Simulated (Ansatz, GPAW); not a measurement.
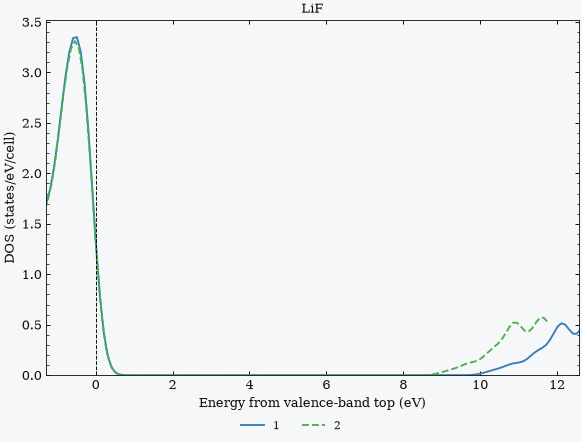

Total densities of states of rocksalt LiF, space group Fm-3m (No. 225), 2 atoms in the primitive cell (cubic a = 4.028 Å), by two methods on the same cell. The DOS curves are built from the levels of the k mesh with Gaussians 0.55 eV wide, which also blur the band edges; ripples of that width can come from the mesh. Each is counted from its own valence-band top.

Q: Which curve is which? The methods: r2SCAN (GPAW), PBEsol (Ansatz).

A: 1 is r2SCAN (GPAW); 2 is PBEsol (Ansatz). r2SCAN (GPAW) gives a gap of 10.04 eV and PBEsol (Ansatz) gives a gap of 8.92 eV.

Settings. r2SCAN (GPAW): GPAW PAW data sets (gpaw-data 1.2.1), no spin polarisation, no spin-orbit coupling, 11×11×11 k mesh, 800 eV cutoff, Fermi-Dirac smearing of 0.05 eV (GPAW 26.7.0). PBEsol (Ansatz): Ansatz PAW, no spin polarisation, no spin-orbit coupling, 11×11×11 k mesh, 420 eV cutoff, Fermi-Dirac smearing of 0.05 eV (Ansatz 0.2.0).

Gaps are the smallest over all k points computed. The two runs differ in program as well. The PAW data sets were made with another functional. LDA, GGA and most meta-GGA functionals understate gaps.
